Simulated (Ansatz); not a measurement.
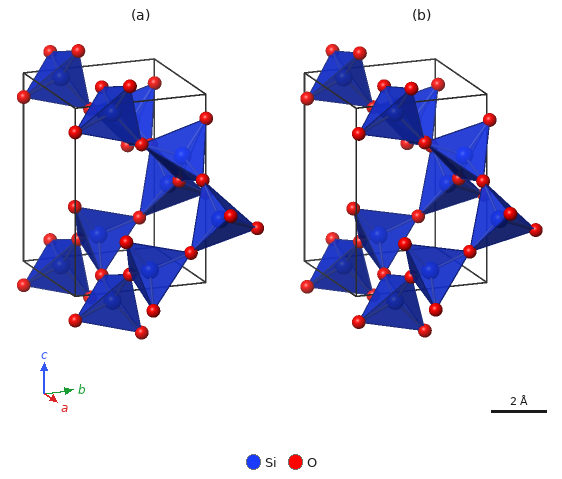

The structure of crystalline SiO2 (set up in P4_32_12) before (left) and after (right) a relaxation, at one scale.

The picture is a polyhedral view of the cell of the calculation, repeated 2 × 1 × 1 with one cell outlined, seen slightly off an axis.

Case: equal strain along all axes, cell held, atoms relaxed: +3.0 %.

Level of theory: DFT r2SCAN, scalar-relativistic, plane waves, PAW (Ansatz). Settings: plane-wave cutoff 500 eV; k-point mesh 6 × 6 × 4; occupations gaussian; smearing width 0.02 eV; no spin polarisation; atoms relaxed in a fixed cell; force threshold 0.008 eV/Å; at most 40 steps.

Question: Summarise the run.

Answer: The energy falls by 13.7 meV per atom in 4 accepted moves (5 points after the start). The largest force component goes from 0.31 to 0.0037 eV/Å. 1 step only repeated the SCF at the same geometry. The largest moves, 0.11 Å, are those of O atoms. By element the largest moves are O 0.11 Å, Si 0.06 Å. The cell stays as it was. Some distances before and after: O–Si 1.636 → 1.611 Å. Bond angles that change, for instance: Si–O–Si 149.5° → 154.8°. The space group stays P4_32_12 (No. 96).
